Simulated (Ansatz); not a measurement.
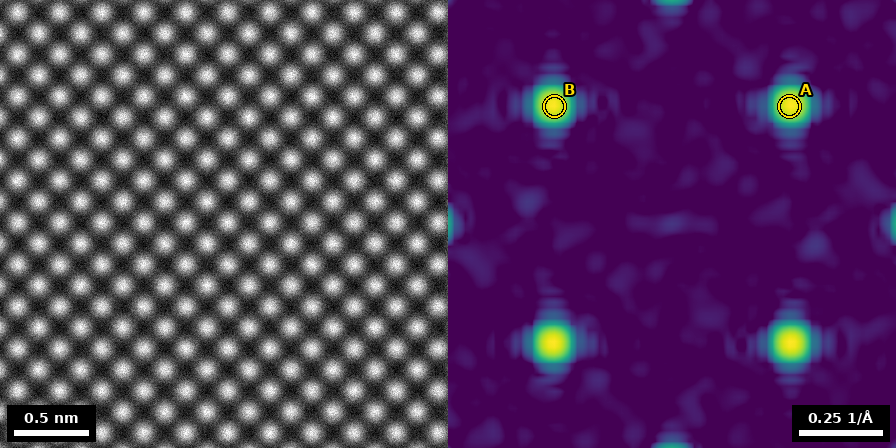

iDPC-like image of Os (Fd-3m, No. 227) along [001]. Simulated as the projected potential of neutral atoms (B = 0.5 Å²) blurred by a 0.84 Å probe, the thin-sample limit of integrated differential phase contrast. The display is stretched by a gamma of 0.8; percentages refer to the linear signal. Shot noise was added. Structure used: the end point of a relaxation with DFT, BLYP, plane waves (420 eV) with PAW, scalar-relativistic (Ansatz); the starting structure was generated, so it need not be a known form of this composition.

The right panel is the modulus of the image's Fourier transform on a logarithmic scale.

a = 5.631 Å, b = 5.631 Å, c = 5.631 Å, α = 90.00°, β = 90.00°, γ = 90.00°

Question: Index the marked spots and give their plane spacings (the zone axis points at the viewer; indices equivalent by symmetry, or all signs reversed, are as good).

Answer: A: (-2 2 0), d = 1.99 Å; B: (-2 -2 0), d = 1.99 Å. A and B enclose 90°, and every spot obeys the zone law hu + kv + lw = 0 for [001].
